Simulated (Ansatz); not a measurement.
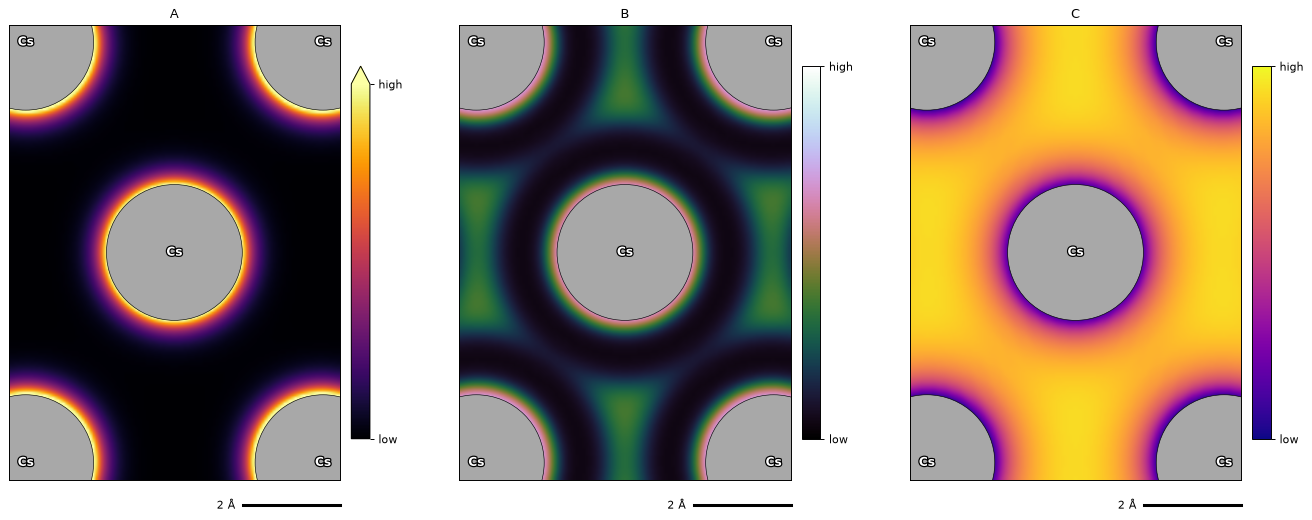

Cs: 3 fields on the (110) plane of the conventional cell, with unlabelled colour scales. Grey discs cover the atomic cores.

Space group Im-3m; a structure from a database of computed crystals, not necessarily the ambient phase.

All numbers below come from Kohn-Sham DFT of a periodic cell, PBE, Ansatz PAW in Ansatz 0.2.0.

```
CELL_PARAMETERS angstrom
6.12920 0.00000 0.00000
0.00000 6.12920 0.00000
0.00000 0.00000 6.12920
ATOMIC_POSITIONS crystal
Cs 0.00000 0.00000 0.00000
Cs 0.50000 0.50000 0.50000
```

The panels show electron localisation function, electrostatic potential energy of an electron and valence pseudo-density in some order. Assign them.

Panel A: valence pseudo-density. Panel B: electron localisation function. Panel C: electrostatic potential energy of an electron (low next to the atoms, rising into the space between them). From the grid: Cs–Cs (5.31 Å): ρ at the midpoint is about 0.01 e/Å³; the ELF is about 0.10 at the midpoint; no shared electron pair shows on this line.
